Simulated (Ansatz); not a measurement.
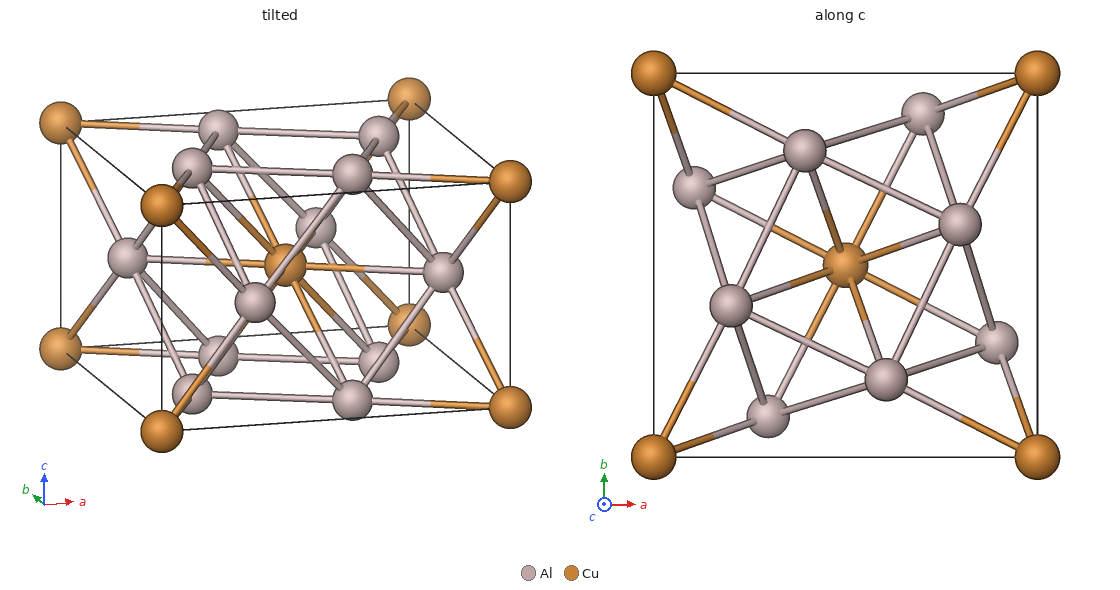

Crystal structure, ball-and-stick style, seen slightly off an axis and along the c axis. The outline marks the conventional unit cell. Cell: a = 6.22 Å, b = 6.22 Å, c = 3.99 Å, α = 90.00°, β = 90.00°, γ = 90.00°.

Provenance: a structure type filled with these elements by a generator (whether the compound takes this form wasn't checked). Earlier steps of the study may have refined or changed the cell and positions. A calculation with Ansatz used it as input.

State composition, symmetry and coordination.

Answer. It has the composition Al4Cu. The structure has I4/m (No. 87) symmetry and a body-centred tetragonal lattice. Content of the cell: 8 Al, 2 Cu (Z = 2). The neighbours of Al are nine Al and three Cu in a cuboctahedral arrangement (about 2.7 to 2.8 Å to Al, 2.8 Å to Cu). The neighbours of Cu are twelve Al in a cuboctahedral arrangement at about 2.8 Å. The bonds build a three-dimensional framework.

The numbers come from DFT r2SCAN, scalar-relativistic, plane waves, PAW (Ansatz), using plane waves up to 500 eV, k-points about 0.16 Å⁻¹ apart, Gaussian smearing of 0.1 eV, no spin polarisation.

Is it conducting or gapped at this level?

Answer. A metal: bands cross the Fermi level.

Predict the Bader charges.

Answer. Al +0.20 e; Cu -0.78 e.

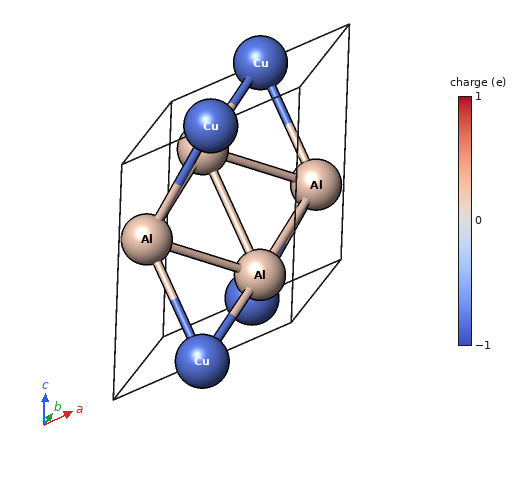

The atoms coloured by those charges. The run's cell of 5 atoms is drawn in a reduced setting, so axes and origin can differ from the first picture.

Does the calculation find this structure at rest?

Answer. No. All forces vanish to within 0.01 eV/Å. The pressure is -3.0 GPa, so the cell would contract.
